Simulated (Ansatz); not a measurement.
Consider Ti (slab).

Input

```
crystal:
  lattice:
    - [2.9385821063, 0.0, 0.0]
    - [0.0, 4.6504271807, 0.0]
    - [0.0, 0.0, 28.5727293609]
  atoms:
    - { symbol: Ti, position: [0.0, 0.75, 0.2624880495] }
    - { symbol: Ti, position: [0.5, 0.25, 0.2921770433] }
    - { symbol: Ti, position: [0.5, 0.75, 0.351555031] }
    - { symbol: Ti, position: [0.0, 0.25, 0.3812440248] }
    - { symbol: Ti, position: [0.0, 0.75, 0.4406220124] }
    - { symbol: Ti, position: [0.5, 0.25, 0.4703110062] }
    - { symbol: Ti, position: [0.5, 0.75, 0.5296889938] }
    - { symbol: Ti, position: [0.0, 0.25, 0.5593779876] }
    - { symbol: Ti, position: [0.0, 0.75, 0.6187559752] }
    - { symbol: Ti, position: [0.5, 0.25, 0.648444969] }
    - { symbol: Ti, position: [0.5, 0.75, 0.7078229567] }
    - { symbol: Ti, position: [0.0, 0.25, 0.7375119505] }
basis:
  ecutwfc: 420
kpoints:
  mp_grid: { grid: [12, 8, 1] }
hamiltonian:
  xc: pbe
scf:
  occupations: { method: gaussian, width: 0.1 }
output:
  forces: true
  eigenvalues: true
  write_density: true
  write_potential: true
  elf: true
  volumetric_format: npy
relax:
  adjacent_minimum: "off"
  f_tol: 0.02
  max_steps: 60
efield:
  axis: 3
  dipole_correction: true
```

Launched as:

```sh
ansatz run input.yaml --threads 1 --pin off --max-ram 2560MiB --backend cpu --events-out ev --progress --plain --runs-dir out
```

The fields are those of the run's last geometry, not of the input's.

Computed without spin polarisation.

These are results of DFT PBE, scalar-relativistic, plane waves, PAW in Ansatz 0.2.0, not measurements.

Question: What will maps of the valence pseudo-density and electron localisation function show?

Answer: Ti–Ti (2.84 Å): ρ at the midpoint is about 0.22 e/Å³; the ELF is about 0.25 at the midpoint; no shared electron pair shows on this line.
Ti–Ti (2.89 Å): ρ at the midpoint is about 0.2 e/Å³; the ELF is about 0.25 at the midpoint: no localised pair shows between them.
Ti–Ti (2.94 Å): ρ is about 0.19 e/Å³ halfway; the ELF is about 0.25 at the midpoint: no localised pair shows between them.

Question: Does the calculation make it a metal, or give it a gap?

Answer: It is gapless in this calculation (a metal or semimetal).

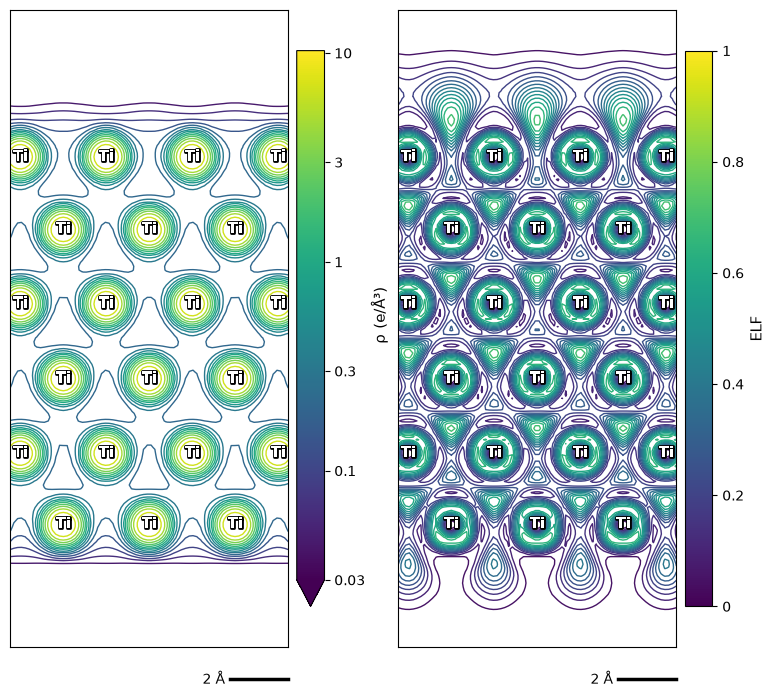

Computed valence pseudo-density and electron localisation function on the (010) plane of the calculation cell, a cut from vacuum to vacuum, in this order. 

In a PAW calculation such maps are meaningful between the atoms, not at the nuclei.
